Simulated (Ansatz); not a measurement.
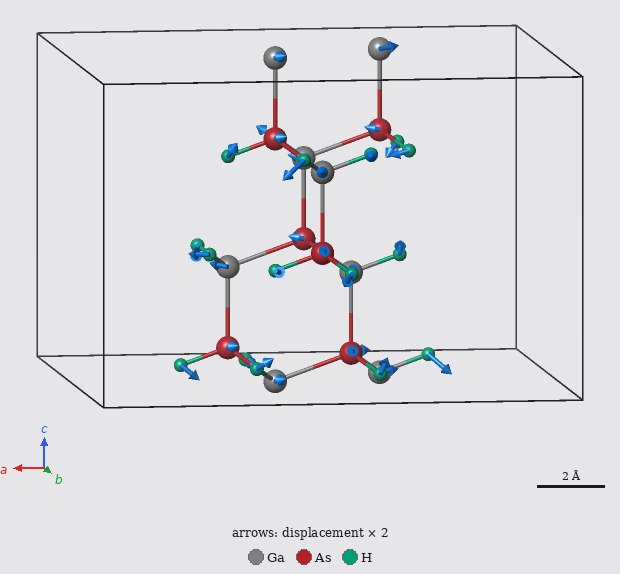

A relaxation of a wire of composition GaAsH$_{3}$. The starting structure is drawn; blue arrows show the displacements (the part carried along by the change of the cell is left out), magnified 2 times.

The picture is a ball-and-stick view of the cell of the calculation, with the vacuum cut short, seen from a free direction.

Case: wire along [1 1 1], 12 atoms a period, capped with H.

The calculation used DFT PBEsol, scalar-relativistic, plane waves, PAW (Ansatz 0.2.0).

Input file:
```yaml
crystal:
  lattice:
    - [16.5, 0.0, 0.0]
    - [0.0, 15.9, 0.0]
    - [0.0, 0.0, 9.8004198475]
  atoms:
    - { symbol: Ga, position: [0.5714279262, 0.5, 0.0] }
    - { symbol: As, position: [0.5014284985, 0.3741822438, 0.4166666667] }
    - { symbol: Ga, position: [0.4314290709, 0.5, 0.3333333333] }
    - { symbol: As, position: [0.6414273538, 0.3741822438, 0.0833333333] }
    - { symbol: As, position: [0.5014284985, 0.6258177562, 0.4166666667] }
    - { symbol: As, position: [0.3614296433, 0.3741822438, 0.75] }
    - { symbol: Ga, position: [0.3614296433, 0.3741822438, 0.0] }
    - { symbol: Ga, position: [0.6414273538, 0.3741822438, 0.3333333333] }
    - { symbol: Ga, position: [0.5014284985, 0.6258177562, 0.6666666667] }
    - { symbol: As, position: [0.4314290709, 0.5, 0.0833333333] }
    - { symbol: Ga, position: [0.5014284985, 0.3741822438, 0.6666666667] }
    - { symbol: As, position: [0.5714279262, 0.5, 0.75] }
    - { symbol: H, position: [0.6162827806, 0.5806226184, 0.0533990728] }
    - { symbol: H, position: [0.4580021427, 0.2961272247, 0.3649682012] }
    - { symbol: H, position: [0.3417193621, 0.5, 0.3867324062] }
    - { symbol: H, position: [0.5980009979, 0.2961272247, 0.0316348679] }
    - { symbol: H, position: [0.7282800655, 0.3741822438, 0.0316348679] }
    - { symbol: H, position: [0.4580021427, 0.7038727753, 0.3649682012] }
    - { symbol: H, position: [0.5882812103, 0.6258177562, 0.3649682012] }
    - { symbol: H, position: [0.3180032875, 0.4522372628, 0.6983015346] }
    - { symbol: H, position: [0.3180032875, 0.2961272247, 0.6983015346] }
    - { symbol: H, position: [0.2717199345, 0.3741822438, 0.0533990728] }
    - { symbol: H, position: [0.4062844977, 0.2935596254, 0.0533990728] }
    - { symbol: H, position: [0.6862822082, 0.4548048621, 0.3867324062] }
    - { symbol: H, position: [0.6862822082, 0.2935596254, 0.3867324062] }
    - { symbol: H, position: [0.4117187897, 0.6258177562, 0.7200657395] }
    - { symbol: H, position: [0.546283353, 0.7064403746, 0.7200657395] }
    - { symbol: H, position: [0.3880027151, 0.5780550191, 0.0316348679] }
    - { symbol: H, position: [0.546283353, 0.2935596254, 0.7200657395] }
    - { symbol: H, position: [0.6582806379, 0.5, 0.6983015346] }
basis:
  ecutwfc: 420
kpoints:
  mp_grid: { grid: [1, 1, 4] }
hamiltonian:
  xc: pbesol
scf:
  occupations: { method: gaussian, width: 0.05 }
output:
  forces: true
  stress: true
  eigenvalues: true
  populations: true
  write_density: true
  write_potential: true
  elf: true
  volumetric_format: npy
relax:
  adjacent_minimum: "off"
  f_tol: 0.02
  max_steps: 45
  cell: { fix: [a, b, alpha, beta, gamma], stress_tol: 0.03 }
```

Launched with:
```bash
ansatz run input.yaml --threads 4 --pin off --max-ram 11264MiB --backend cpu --events-out ev --progress --plain --runs-dir out
```

Which element moves most?

Hydrogen: up to 0.50 Å, against 0.33 Å for gallium.

What happened in the run?

The largest moves relative to the centre of the atoms, 0.50 Å, are those of H22 and H25. Largest moves by element: H 0.50 Å, Ga 0.33 Å, As 0.26 Å. Along the periodic axis the drawn cell goes c 9.800 → 9.739 Å (−0.6 %). Near-neighbour distances that change, for instance: As4–Ga8 2.450 → 2.488 Å, As2–Ga8 2.450 → 2.470 Å, Ga7–H22 1.570 → 1.552 Å, As2–Ga11 2.450 → 2.438 Å. Among the angles between lasting bonds that change: H24–Ga8–H25 109.5° → 125.9°, Ga9–As12–Ga11 109.5° → 122.8°, H16–As4–H17 109.5° → 96.7°. After 11 accepted moves (13 points after the start) the energy has fallen by 0.894 eV per cell of the calculation. Largest force component: 0.7 eV/Å at the start, 0.013 eV/Å at the end. The line search rejected the trial step at point 5 of the run. At 1 point the geometry stayed and the basis and grid were re-selected for the new cell (energy shift of 1.5 meV per cell of the calculation at most each time).
